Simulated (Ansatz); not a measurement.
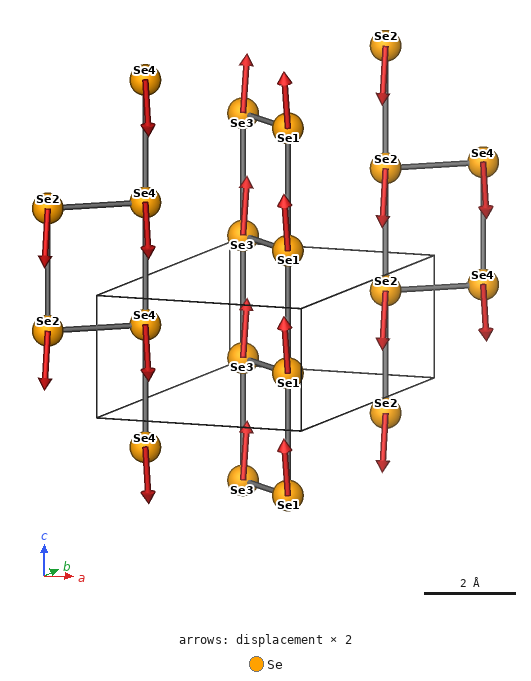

This is a relaxation of crystalline Se (set up in P2_12_12) (coarse preliminary run). The starting structure is drawn; red arrows show the displacements (the part carried along by the change of the cell is left out), magnified 2 times.

The picture is a ball-and-stick view of the cell of the calculation, repeated 1 × 1 × 2 with one cell outlined, seen slightly off an axis.

The calculation used DFT r2SCAN, scalar-relativistic, plane waves, PAW in Ansatz. (plane-wave cutoff 500 eV; k-point mesh 4 × 4 × 8; occupations gaussian; smearing width 0.1 eV; no spin polarisation; cell and atoms relaxed; force threshold 0.05 eV/Å; at most 80 steps)

**Describe the change and its energy.**

After 8 accepted moves (10 points after the start) the energy has fallen by 35.4 meV per atom. The largest force component goes from 0.63 to 0.033 eV/Å. Pressure: 0.87 GPa at the start and −0.03 GPa at the end. The line search rejected the trial step at point 7 of the run. At 1 point the geometry stayed and the basis and grid were re-selected for the new cell (energy shift of less than 0.05 meV per atom at most each time). The largest moves relative to the cell, 0.67 Å, are those of Se1, Se2, Se3 and Se4. Se2 goes roughly along −c. The drawn cell changes as follows: a 4.868 → 4.542 Å (−6.7 %), b 7.909 → 8.208 Å (+3.8 %), c 2.740 → 2.706 Å (−1.3 %); the volume changes by −4.4 %. Among the contacts that change: Se1–Se4 3.648 → 3.203 Å, Se1–Se3 2.307 → 2.425 Å, Se1–Se1 2.740 → 2.706 Å. The space group stays P2_12_12 (No. 18). The run took about 3 core-minutes on a shared host.
